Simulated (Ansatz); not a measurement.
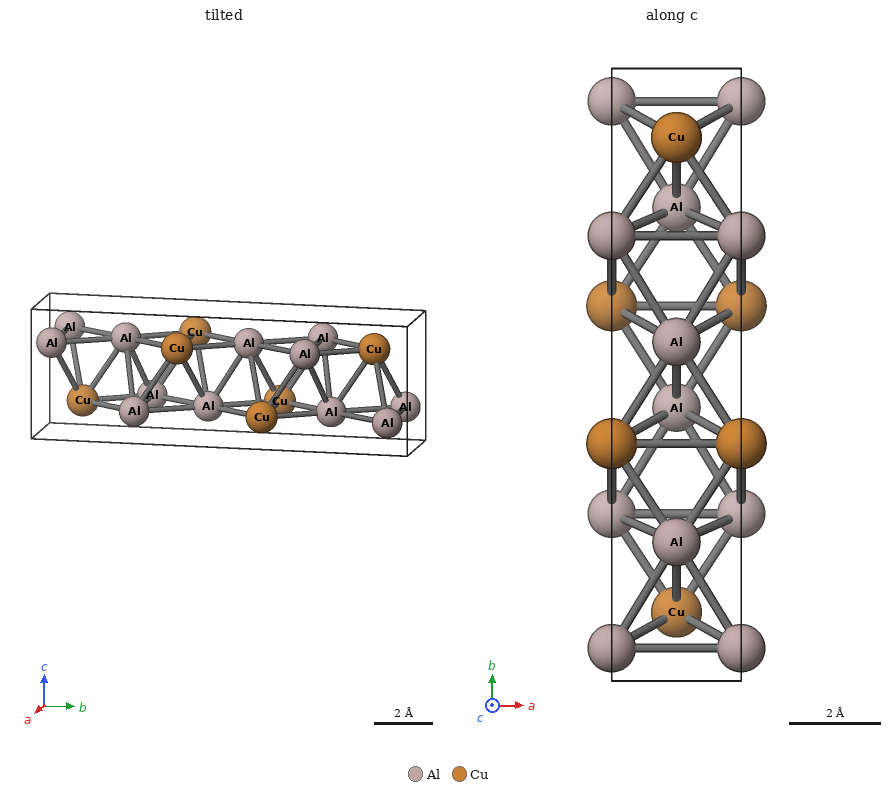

We look at a ball-and-stick model of the crystal slightly off an axis and along the c axis. The conventional unit cell is drawn as a box. Cell: a = 2.85 Å, b = 13.48 Å, c = 4.62 Å, α = 90.00°, β = 90.00°, γ = 90.00°.

Starting structure: a structure type filled with these elements by a generator (whether the compound takes this form wasn't checked). Earlier steps of the study may have refined or changed the cell and positions. Ansatz was used for an electronic-structure calculation on it.

Characterise what is shown.

Formula: Al2Cu. The symmetry is that of Cmcm (No. 63), on a base-centred orthorhombic lattice. Atoms per cell: 12 (8 Al, 4 Cu). The Cu atoms are each bonded to ten Al and two Cu in a distorted anticuboctahedral arrangement (about 2.6 to 2.8 Å to Al, 2.8 Å to Cu). Al takes two kinds of site: 4c with eight Al and four Cu in a distorted anticuboctahedral arrangement (about 2.7 to 2.8 Å to Al, 2.6 to 2.8 Å to Cu); 4c with six Al and six Cu in a distorted anticuboctahedral arrangement (about 2.7 to 2.8 Å to Al, 2.7 to 2.8 Å to Cu). The bonds build a three-dimensional framework.

Run with Ansatz, DFT PBE, scalar-relativistic, plane waves, PAW and these settings: plane-wave cutoff 420 eV, k-points about 0.17 Å⁻¹ apart, Gaussian smearing of 0.1 eV, no spin polarisation.

Is the electronic structure metallic or gapped?

A metal: bands cross the Fermi level.

Give the Bader charge of each element.

Al +0.45 e; Cu -0.91 e.

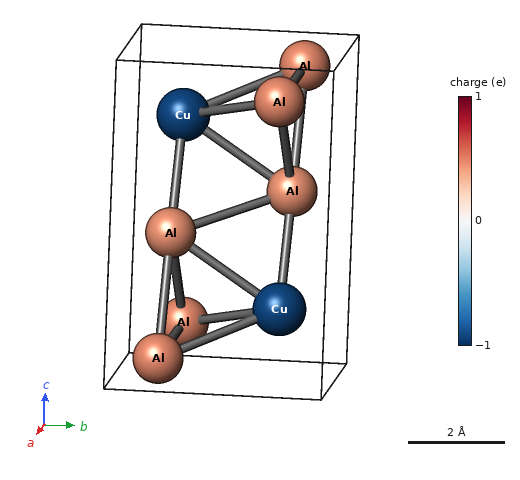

The atoms coloured by those charges. The run's cell of 6 atoms is drawn in a reduced setting, so axes and origin can differ from the first picture.

Is the structure relaxed at this level of theory?

Yes. All forces vanish to within 0.01 eV/Å. The pressure is 0.0 GPa, close to zero.
